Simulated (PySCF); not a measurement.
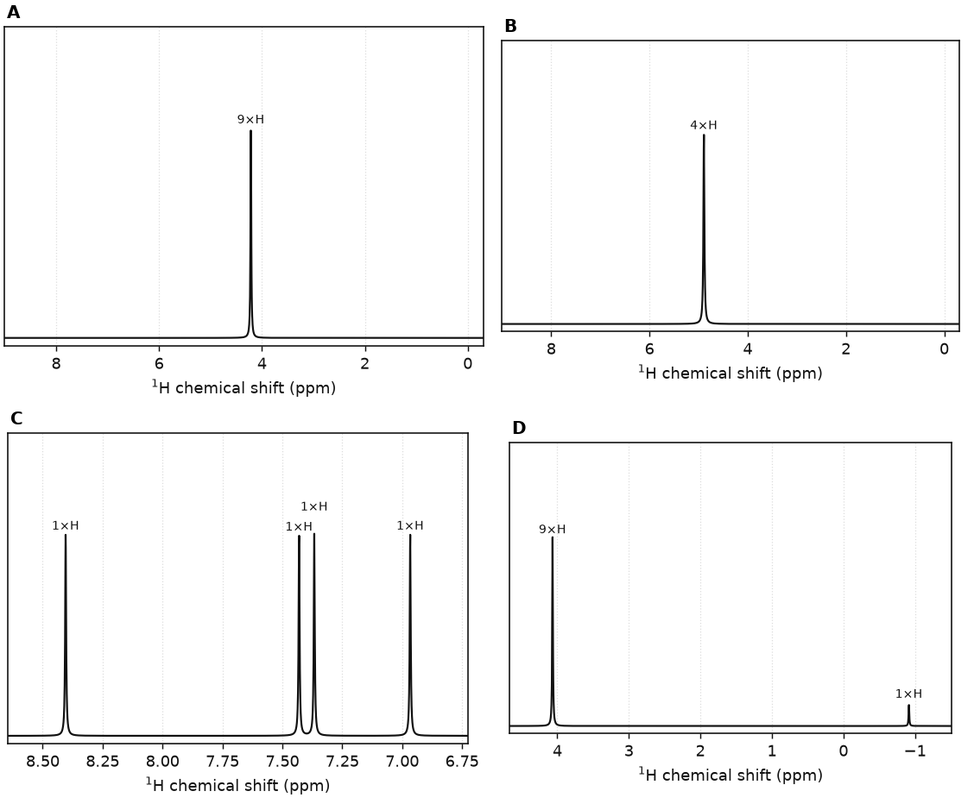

GIAO shifts, PBE0/pcSseg-1 with PySCF, at a GFN2-xTB geometry (no frequency check), against TMS for ¹H computed at the same level. Gas phase, fully decoupled, line heights follow the number of nuclei, widths are arbitrary (no quadrupolar broadening); values of one conformer, averaged over methyl-type rotors and exact or near symmetry. Protons on N, O or S are those of the isolated molecule, without hydrogen bonds to neighbours or exchange.

Question: Assign the panels.
1. CH₁₀Si₃, SMILES [SiH3]C([SiH3])[SiH3]
2. C₃H₄ (allene), SMILES C=C=C
3. C₄H₉⁺, SMILES C[C+](C)C
4. C₃H₄N₂ (imidazole), SMILES c1c[nH]cn1

Answer: A: 3 (4.21 (9 H) ppm)
B: 2 (4.89 (4 H) ppm)
C: 4 (8.40 (1 H), 7.43 (1 H), 7.37 (1 H), 6.97 (1 H) ppm)
D: 1 (4.07 (9 H), −0.92 (1 H) ppm)

Caveats, for all or some of the runs: the tight-binding geometry is rougher than a DFT one and adds to the error.
